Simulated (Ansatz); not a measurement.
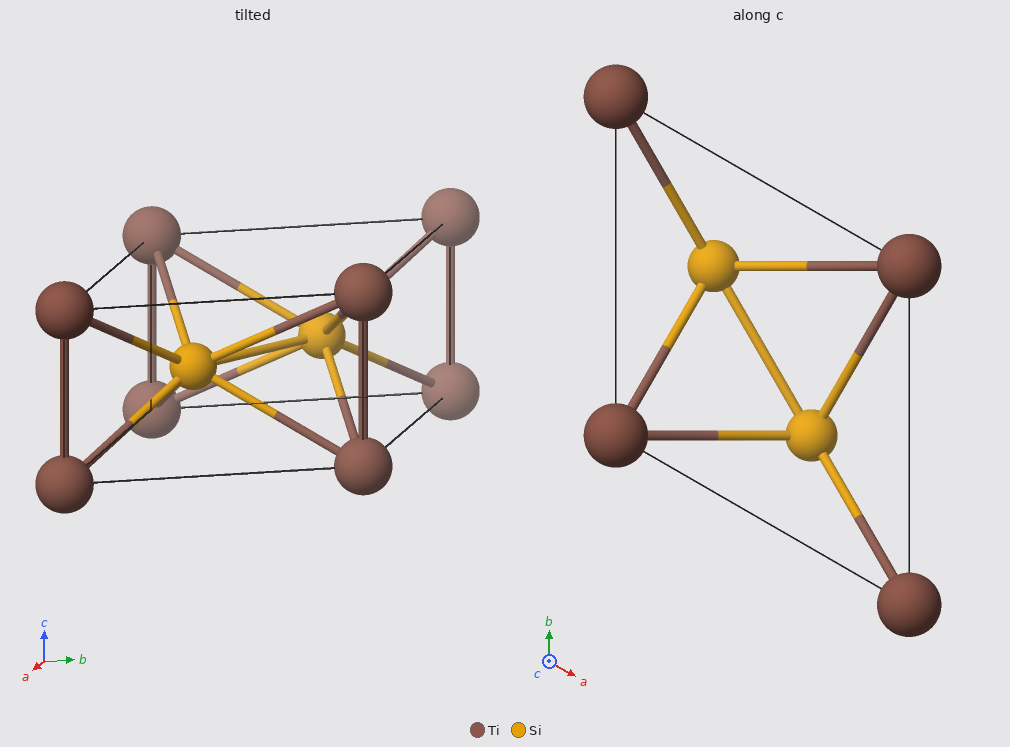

View slightly off an axis and along the c axis, drawn as a ball-and-stick model. The lines enclose the conventional unit cell; boundary atoms appear with their images. Cell: a = 4.37 Å, b = 4.37 Å, c = 2.56 Å, α = 90.00°, β = 90.00°, γ = 120.00°.

The cell started as a structure type filled with these elements by a generator (whether the compound takes this form wasn't checked). Earlier steps of the study may have refined or changed the cell and positions. Ansatz was used for an electronic-structure calculation on it.

Question: Characterise what is shown.

Answer: Its composition is TiSi2. The structure has P6/mmm (No. 191) symmetry and a primitive hexagonal lattice. The structure is of the kind named AlB₂ type. The cell has 3 atoms, namely 1 Ti, 2 Si. Within bonding distance, the neighbour counts come to Ti 14 and Si 11.

Calculation details: Ansatz 0.2.0, DFT PBE, scalar-relativistic, plane waves, PAW; plane-wave cutoff 420 eV, k-points on a 12×12×18 grid, Gaussian smearing of 0.1 eV, no spin polarisation.

Question: Does it come out as a metal, or with a gap?

Answer: A metal: bands cross the Fermi level.

Question: What charge does Bader's analysis assign to each element?

Answer: Ti +1.06 e; Si -0.53 e.

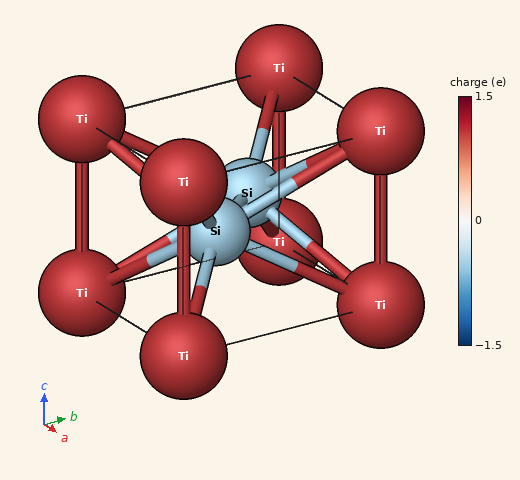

The atoms coloured by those charges. The run's cell of 3 atoms is drawn.

Question: Is the structure in equilibrium?

Answer: Yes. All forces vanish to within 0.01 eV/Å. The pressure is 0.0 GPa, close to zero.
